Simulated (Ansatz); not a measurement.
# Single-point calculation, with input and output: MgO

- system: MgO (Fm-3m, 2 atoms in the cell)
- method: DFT PBEsol, scalar-relativistic, plane waves, PAW, no spin polarisation (Ansatz 0.2.0)

The structure derives from an entry of the Crystallography Open Database. Figures and captions count atoms from 1; the log counts them from 0 in places.

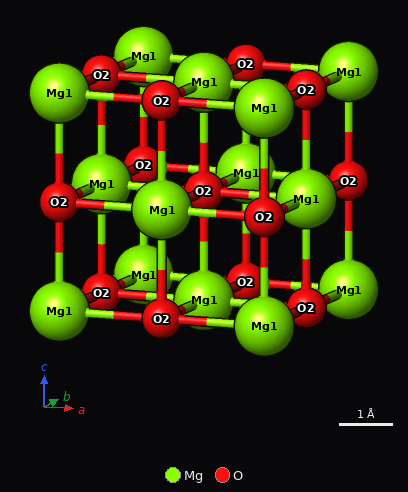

*The input geometry (ball-and-stick view of the cell 4 times as large as that of the calculation, set on its symmetry axes, seen slightly off an axis; atoms are numbered from 1 in the order of the input). An atom can appear more than once, as a periodic image.*

Near neighbours in the periodic cell (some may lie outside the picture): Mg has 6 O at 2.11 Å; O has 6 Mg at 2.11 Å.

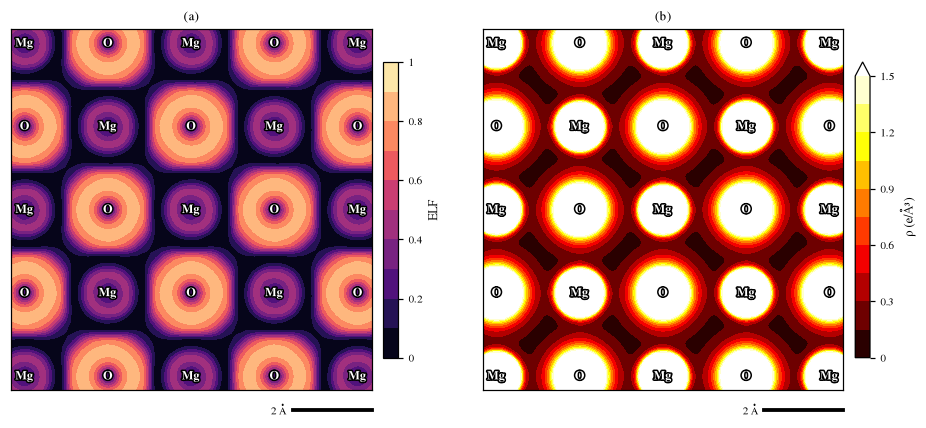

*(a) ELF; (b) valence pseudo-density on the (100) plane of the conventional cell.*

Mg–O (2.11 Å): the density is about 0.34 e/Å³ at the midpoint; the ELF is about 0.35 at the midpoint (a closed-shell, largely ionic contact). Away from the nuclei the density in this plane falls to 0.12 e/Å³ at its lowest. The fields are those of the smooth PAW valence density.

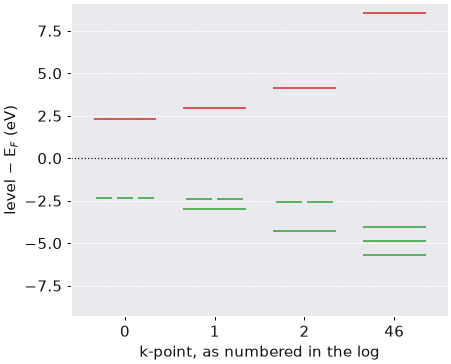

*Kohn–Sham levels near the Fermi level (dotted) at the few k-points that the log prints; levels within 0.02 eV of each other stand side by side.*

Among these points the highest filled and lowest empty levels are 4.62 eV apart, which is the gap on the mesh.

The input and output of the run follow.

## The input
```yaml
crystal:
  lattice:
    - [0.0, 2.1071057202, 2.1071057202]
    - [2.1071057202, 0.0, 2.1071057202]
    - [2.1071057202, 2.1071057202, 0.0]
  atoms:
    - { symbol: Mg, position: [0.0, 0.0, 0.0] }
    - { symbol: O, position: [0.5, 0.5, 0.5] }
basis:
  ecutwfc: 420
kpoints:
  mp_grid: { grid: [10, 10, 10] }
hamiltonian:
  xc: pbesol
scf:
  occupations: { method: gaussian, width: 0.05 }
output:
  forces: true
  stress: true
  eigenvalues: true
  write_density: true
  write_potential: true
  elf: true
  volumetric_format: npy
```

Command:
```bash
ansatz run input.yaml --threads 1 --pin off --max-ram 2560MiB --backend cpu --events-out ev --progress --plain --runs-dir out
```

## What the program printed
```
Engine: ansatz 0.2.0, aarch64-unknown-linux-gnu
Pseudopotentials: kind: paw
Pseudopotential: Mg, paw, valence charge 10, recommended cutoff 420 eV (normal), Mg.paw.azcp
Pseudopotential: O, paw, valence charge 6, recommended cutoff 420 eV (normal), O.paw.azcp
Functional definition: PBEsol
  exchange = pbesol_x
  correlation = pbesol_c
Crystal: 2 atoms, lattice volume = 18.711 Å³
Basis set: ecut = 420 eV, 339 PW (Γ), exchange–correlation on 40×40×40 points (8 copies of the dense FFT grid, shifted against one another)
Bands: 12, of which v1, the nominal top of the filled ones, is band 8 counted from 1 (7 counted from 0)
Symmetry: 48 space group operations
Space group: Fm-3m (ITA 225), of the structure as read, at distance tolerance 2.7e-5 Å
k-points: 47 of 1000
Non-local potential: Mg, projectors of the file, l = 0: 3, l = 1: 2, l = 2: 1
Non-local potential: O, projectors of the file, l = 0: 2, l = 1: 2, l = 2: 1
PAW form: soft (Blöchl's): semilocal exchange-correlation on the pseudo side does not see the compensation charge
PAW frozen core: Mg, regenerated for the run's functional, and the local potential with it (the file was generated under x = pbe(κ = 0.804, μ = 0.2195149727645171), c = pbe(β = 0.06672455060314922))
PAW frozen core: O, regenerated for the run's functional, and the local potential with it (the file was generated under x = pbe(κ = 0.804, μ = 0.2195149727645171), c = pbe(β = 0.06672455060314922))
PAW one-centre angular grid: Mg, 110 points (default); XC on 64 Gauss nodes
PAW one-centre angular grid: O, 110 points (default); XC on 64 Gauss nodes
Initial density: superposition of atomic densities (neutral atoms: chi_scale 0, normalization atom), corrected by the library's trained network
Initial wavefunctions: pseudopotential atomic-orbital guess
Functional: x = pbesol(κ = 0.804, μ = 0.12345679012345678), c = pbesol(β = 0.046)
SCF iter   1: F=—  HF=-2475.880679 eV  |F-HF|=—  |Δ(HF+E_count)|=         —  Δρ=1.45e-2  dr2=3.14e-2  ethr=1.77e-3  ⟨swp⟩=5.4  Hψ=3196  notcnv=0
preconditioner: auto → none  [insulator: Δε(μ)=4.494 eV  Ē_g=18.274 eV  σ=0.050 eV  W_gap=1.00  n_scr=8 (ndim 8)  ℏωp=24.3 eV  f_vac=0.000  D(μ)=0.00/eV (n_scr^D=0)  ε∞_Penn≈2.8]
SCF iter   2: F=—  HF=-2475.872193 eV  |F-HF|=—  |Δ(HF+E_count)|=   8.49e-3  Δρ=4.08e-3  dr2=3.05e-3  ethr=1.96e-4  ⟨swp⟩=2.0  Hψ=1113  notcnv=0
SCF iter   3: F=—  HF=-2475.871422 eV  |F-HF|=—  |Δ(HF+E_count)|=   7.71e-4  Δρ=6.57e-4  dr2=4.41e-5  ethr=1.91e-5  ⟨swp⟩=2.0  Hψ=748  notcnv=0
SCF iter   4: F=—  HF=-2475.871403 eV  |F-HF|=—  |Δ(HF+E_count)|=   1.89e-5  Δρ=1.10e-4  dr2=8.51e-7  ethr=2.76e-7  ⟨swp⟩=2.7  Hψ=911  notcnv=0
iter 5 did not close the SCF: its close was put off for the readings that it lacked (scf_convergence_deferred on its scf_iter line)
SCF iter   5: F=-2475.871402 eV  HF=-2475.871402 eV  |F-HF|=1.03e-7  |Δ(HF+E_count)|=   8.09e-7  Δρ=3.57e-5  dr2=9.16e-8  ethr=5.32e-9  ⟨swp⟩=2.0  Hψ=773  notcnv=0
SCF iter   6: F=-2475.871402 eV  HF=-2475.871402 eV  |F-HF|=3.13e-10  |Δ(HF+E_count)|=   4.77e-8  Δρ=3.81e-6  dr2=1.37e-9  ethr=5.72e-10  ⟨swp⟩=5.3  Hψ=3116  notcnv=0
SCF 1 converged in 6 iterations: F = -2475.871402 eV  dr2 = 1.37e-9
  greatest PAW one-centre occupation: 1.000 electrons in one spin orbital (limit 2), on the Mg atom at site 0 (counted from 0), in its partial waves of l = 0
SCF converged after 6 iterations
Free energy (F): -2475.871402 eV
Harris-Foulkes:  -2475.871402 eV  (|F-HF|=3.13e-10)
Internal energy: -2475.871402 eV  (E = F + TS)
E sigma→0 (E₀):  -2475.871402 eV
Fermi energy:    10.304491 eV
--- Per-component energies (eV) ---
  E_band       = -292.433414
  E_kinetic    = 254.940319
  E_local      = -1601.940256  (includes V_loc(G=0)·N_el)
  E_nonlocal   = 143.745254
  E_hartree    = 552.985106
  E_xc         = -103.899596
  E_vxc        = -133.875897  (∫ρ·V_xc dr)
  E_paw        = -433.089839  (= ΣΔE_a)
  E_vpaw       = -61.275003  (= ΣTr[D̂ρ^β])
  E_aug_tail   = 0.002515  (compensation charges beyond the density's cutoff)
  E_ewald      = -1288.709056
  E_core_change = 0.094150  (= ΣΔE_core)
  E_smearing   = -0.000000  (= −TS)
  E_closure    = 0.000000  (closes the sum)
  Σ components = -2475.871402   (vs F -2475.871402, Δ=0.00e0)
--- Forces (eV/Å), atoms counted from 1 ---
  atom   1  Mg    -0.00000000     0.00000000     0.00000000
  atom   2  O      0.00000000    -0.00000000    -0.00000000
  max |Σ_I F_I| component: 2.16e-29 eV/Å
--- Stress (GPa, compression-positive) ---
       -0.011108       0.000000       0.000000
       -0.000000      -0.011108      -0.000000
       -0.000000      -0.000000      -0.011108
  P = ⅓ Tr σ = -0.0111 GPa (-0.111 kbar)
--- Band table (eV; the first three rows and the last of 47) ---
  k-point 0: bands = ["-63.8643", "-30.7790", "-30.7790", "-30.7790", "-9.1921", "7.9946", "7.9946", "7.9946", "12.6138", "23.6608", "23.6608", "23.6608"]
  k-point 1: bands = ["-63.8634", "-30.7875", "-30.7798", "-30.7798", "-9.0812", "7.3322", "7.9266", "7.9266", "13.2481", "22.3831", "23.8988", "23.8988"]
  k-point 2: bands = ["-63.8612", "-30.8099", "-30.7820", "-30.7820", "-8.7764", "5.9981", "7.7544", "7.7544", "14.4417", "20.8654", "24.3793", "24.3793"]
  k-point 46: bands = ["-63.8525", "-30.8384", "-30.8243", "-30.8105", "-7.5641", "4.6331", "5.4453", "6.2465", "18.8463", "19.7262", "20.0342", "23.7847"]
```

## Key numbers

```tsv
quantity	value
outcome	converged
space group (tolerance 0.01 Å)	Fm-3m (225)
electrons treated	16
free energy	−2475.8714 eV
Fermi energy	10.304 eV
gap on the k-point mesh	4.62 eV
pressure	−0.01 GPa
largest force (length of the vector)	under 0.001 eV/Å
hardware	1 thread of Arm Neoverse V1, 24 GiB of memory available, shared host
wall time	1.2 s
peak memory	0.24 GiB
```
